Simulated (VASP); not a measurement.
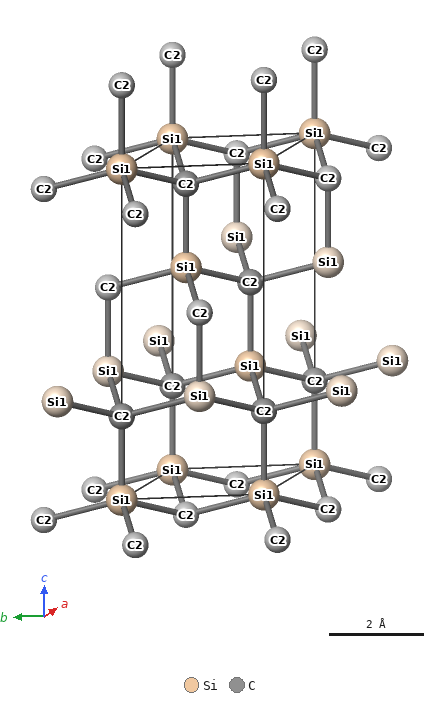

The input geometry (ball-and-stick view of the cell 3 times as large as that of the calculation, set on its symmetry axes, seen at an oblique angle; neighbours outside the cell are drawn fainter; atoms are numbered from 1 in the order of the input). Near neighbours in the crystal (not all of them lie inside the picture): Si has 4 C at 1.84 to 1.87 Å; C has 4 Si at 1.84 to 1.87 Å.

## Single-point calculation, with input and output: SiC

SiC (R3m, 2 atoms in the cell), computed with DFT, plane waves, PAW, settings varied from a PBE run (VASP 6.6.1).

The structure was built on a prototype by a generator. Some settings of this run were made unusual or wrong on purpose. The geometry comes from this level: r2SCAN (a point of a series of strains).

INCAR:
```
ENCUT = 520.000000
SIGMA = 0.020000
EDIFF = 1.00e-07
GGA = PE
PREC = Accurate
IBRION = -1
ISIF = 2
ISMEAR = -1
NBANDS = 11
NSW = 0
LASPH = .TRUE.
LCHARG = .FALSE.
LWAVE = .FALSE.
LREAL = .FALSE.
NELM = 63
```

KPOINTS:
```
KPOINTS created by Atomic Simulation Environment
0
Gamma
1 1 1
0 0 0
```

POSCAR:
```
Si C
 1.0000000000000000
    -0.0544513087000000    2.1236010390000000    2.1236010390000000
     2.1236010390000000   -0.0544513087000000    2.1236010390000000
     2.1236010390000000    2.1236010390000000   -0.0544513087000000
 Si  C
   1   1
Cartesian
 -0.0062170117911017 -0.0062170117911017 -0.0062170117911017
  1.0544047041161020  1.0544047041161020  1.0544047041161020
```

Run on 1 CPU thread, shared host.

Command:
```bash
mpirun -np 1 vasp_std
```

OSZICAR:
```
N       E                     dE             d eps       ncg     rms          rms(c)
DAV:   1     0.319288267177E+02    0.31929E+02   -0.40519E+03    22   0.562E+02
DAV:   2    -0.300827952141E+01   -0.34937E+02   -0.32756E+02    30   0.116E+02
DAV:   3    -0.397948413476E+01   -0.97120E+00   -0.97078E+00    28   0.204E+01
DAV:   4    -0.398270453785E+01   -0.32204E-02   -0.32182E-02    22   0.142E+00
DAV:   5    -0.398271932449E+01   -0.14787E-04   -0.14786E-04    28   0.904E-02    0.157E+01
DAV:   6     0.312935912215E+01    0.71121E+01   -0.23276E+01    22   0.226E+01    0.643E+00
DAV:   7     0.347569059193E+01    0.34633E+00   -0.22382E+00    28   0.693E+00    0.316E+00
DAV:   8     0.341771246586E+01   -0.57978E-01   -0.14609E-01    22   0.269E+00    0.521E-01
DAV:   9     0.341497059777E+01   -0.27419E-02   -0.42880E-03    28   0.403E-01    0.400E-01
DAV:  10     0.341349468083E+01   -0.14759E-02   -0.13988E-03    25   0.266E-01    0.138E-01
DAV:  11     0.341337279624E+01   -0.12188E-03   -0.30506E-04    25   0.106E-01    0.119E-02
DAV:  12     0.341337291262E+01    0.11638E-06   -0.16685E-05    28   0.238E-02    0.429E-03
DAV:  13     0.341337191780E+01   -0.99481E-06   -0.15615E-06    25   0.638E-03    0.175E-03
DAV:  14     0.341337190004E+01   -0.17764E-07   -0.26303E-08    20   0.104E-03
   1 F= 0.34133719E+01 E0= 0.34133719E+01  d E =-.202400E-12
```

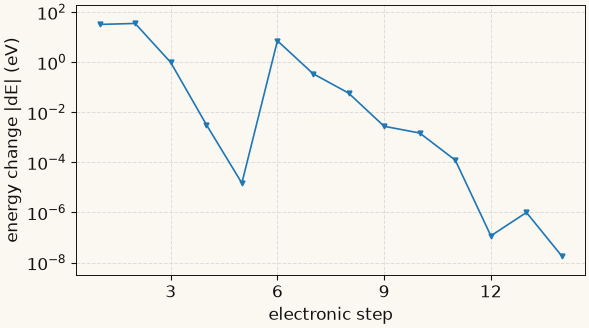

Convergence of the self-consistent field: energy change |dE| against the electronic step. It takes 14 electronic steps. The density is held fixed in the first few steps, and dE rises again when its update begins.

Parts of OUTCAR:
```
k-points           NKPTS =      1   k-points in BZ     NKDIM =      1   number of bands    NBANDS=     11

   NELECT =       8.0000    total number of electrons

   dimension x,y,z NGX =    24 NGY =   24 NGZ =   24
   dimension x,y,z NGXF=    48 NGYF=   48 NGZF=   48

  energy-cutoff  :      520.00
  volume of cell :       19.89
      direct lattice vectors                 reciprocal lattice vectors
    -0.054451309  2.123601039  2.123601039    -0.226581558  0.232544230  0.232544230
     2.123601039 -0.054451309  2.123601039     0.232544230 -0.226581558  0.232544230
     2.123601039  2.123601039 -0.054451309     0.232544230  0.232544230 -0.226581558

 k-points in reciprocal lattice and weights: KPOINTS created by Atomic Simulation Env
   0.00000000  0.00000000  0.00000000       1.000

 E-fermi :  11.6165

 k-point     1 :       0.0000    0.0000    0.0000
  band No.  band energies     occupation
      1      -6.0693      2.00000
      2      10.4998      2.00000
      3      10.4998      2.00000
      4      11.0280      2.00000
      5      16.1874      0.00000
      6      16.1874      0.00000
      7      16.2855      0.00000
      8      17.8056      0.00000
      9      23.8594      0.00000
     10      23.8594      0.00000
     11      25.5845      0.00000

  Total        6.6484755      6.6484755      6.6484755     -0.0960554     -0.0960554     -0.0960554
  in kB      535.5462466    535.5462466    535.5462466     -7.7374298     -7.7374298     -7.7374298
  external PRESSURE =     535.5462466 kB  Pullay stress =       0.0000000 kB

 POSITION                                       TOTAL-FORCE (eV/Angst)
 -----------------------------------------------------------------------------------
      4.18653      4.18653      4.18653         0.360749      0.360749      0.360749
      1.05440      1.05440      1.05440        -0.360749     -0.360749     -0.360749
 -----------------------------------------------------------------------------------
    total drift:                                0.000057      0.000057      0.000057

  FREE ENERGIE OF THE ION-ELECTRON SYSTEM (eV)
  ---------------------------------------------------
  free  energy   TOTEN  =         3.4133719000 eV

  energy  without entropy=        3.4133719000  energy(sigma->0) =        3.41337190
```

Outcome:

```tsv
quantity	value
outcome	converged
space group (tolerance 0.01 Å)	R3m (160)
electrons treated	8
free energy	3.4134 eV
Fermi energy	11.617 eV
band gap	5.16 eV
pressure	53.55 GPa
largest force (length of the vector)	0.625 eV/Å
wall time	1.5 s
```

What went wrong:

Some settings of this run were drawn to be unusual or wrong (NELM = 63). It converged; results that depend on the unusual settings are not reference values.
